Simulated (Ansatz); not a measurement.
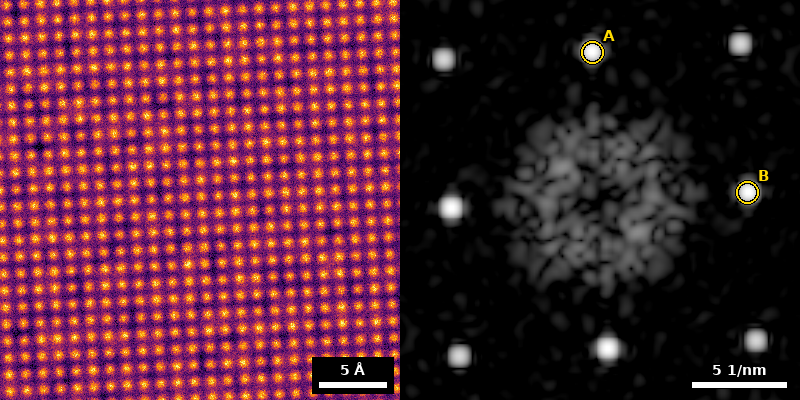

Dark-field STEM-like image of C (Fd-3m, No. 227) along [001]. Simulation: incoherent imaging, intensity Z^1.7 per atom, probe width 0.61 Å, thin sample. The probe carries 25 % of its weight in a tail 2.5 times as wide. The display is stretched by a gamma of 0.65; percentages refer to the linear signal. Shot noise and the speckle of an amorphous layer were added. Structure: coordinates from a relaxation with DFT, r2SCAN, plane waves (500 eV) with PAW, scalar-relativistic (Ansatz); the starting structure was generated, so it need not be a known form of this composition.

The right panel is the modulus of the image's Fourier transform on a logarithmic scale.

a = 3.560 Å, b = 3.560 Å, c = 3.560 Å, α = 90.00°, β = 90.00°, γ = 90.00°

Index the marked spots and give their plane spacings (the zone axis points at the viewer; indices equivalent by symmetry, or all signs reversed, are as good).

Answer. A: (-2 2 0), d = 1.26 Å; B: (220), d = 1.26 Å. A and B enclose 90°, and every spot obeys the zone law hu + kv + lw = 0 for [001].
